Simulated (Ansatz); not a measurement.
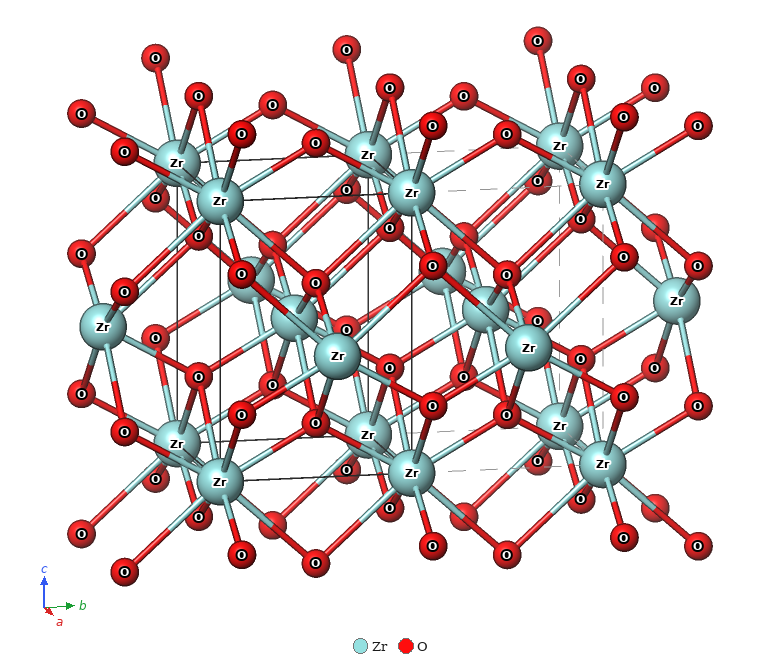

System ZrO2 (space group P4_2/nmc, No. 137); source of the atomic positions: coordinates from a relaxation with Ansatz, DFT, PAW plane waves, pbe, spin-orbit.

Bonds are taken as O–Zr below 2.7 Å; no other contact counts. Simplification: prune 0- and 1-connected atoms, fold 2-connected ones into links.

What kind of net remains, and which atoms are its nodes?

A binodal (4,8)-connected, three-periodic net: O is a 4-connected node; Zr is an 8-connected node, in the ratio 2:1.

Which named net is it?

It is the flu net, known from fluorite.

Is the net interpenetrated?

It is a single net, without interpenetration.

Give the first six terms of the coordination sequence (nodes one, two, three … edges away).

O: 4, 22, 24, 82, 64, 182; Zr: 8, 12, 48, 42, 128, 92.

The simplified net, drawn on the atoms' positions. Nodes are coloured by element. Edges to nodes outside the piece are drawn as stubs.

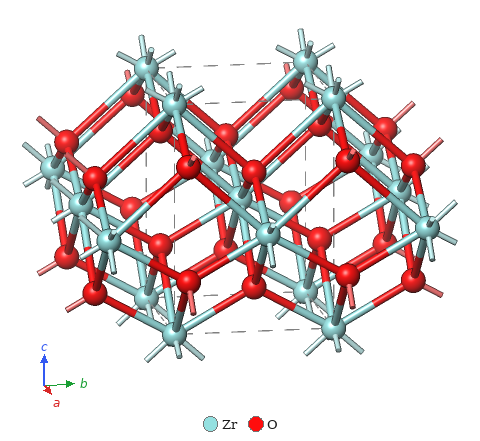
